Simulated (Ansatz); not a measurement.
Consider this structure, SrO.

```cif
data_structure
_symmetry_space_group_name_H-M 'P4/nmm:1'
_symmetry_Int_Tables_number 129
_cell_length_a 4.3735
_cell_length_b 4.3735
_cell_length_c 3.3708
_cell_angle_alpha 90.000
_cell_angle_beta 90.000
_cell_angle_gamma 90.000
_cell_volume 64.48
loop_
_atom_site_label
_atom_site_type_symbol
_atom_site_symmetry_multiplicity
_atom_site_Wyckoff_symbol
_atom_site_fract_x
_atom_site_fract_y
_atom_site_fract_z
_atom_site_occupancy
Sr1 Sr 2 c 0.50000 0.00000 0.30704 1
O1 O 2 a 0.00000 0.00000 0.00000 1
```

Basis of the simulation: the end point of a relaxation at fixed volume with Ansatz 0.2.0, DFT PBEsol, scalar-relativistic, plane waves, PAW; the starting structure was generated, so it need not be a known form of this composition.

Question: Predict the first 2 clear peaks of the X-ray G(r) with σ = 0.10 Å, and name the atom pairs.

Answer: 1. 2.42 Å: Sr–O at 2.42 Å
2. 3.35 Å: Sr–Sr at 3.36–3.37 Å; Sr–O at 3.20 Å

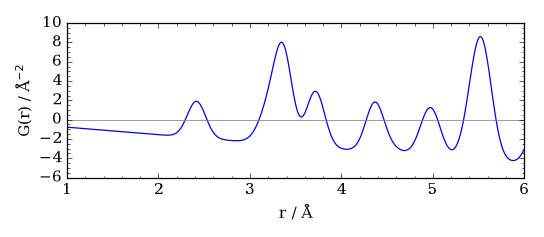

Simulated X-ray pair distribution function, G(r) = R(r)/r − 4πρ₀r, summed over the atomic distances of the structure with each pair weighted by the product of the atomic numbers (X-ray weights at Q = 0); every distance is a Gaussian of σ = 0.10 Å, damped by exp(−(Q_damp r)²/2) with Q_damp = 0.040 Å⁻¹.
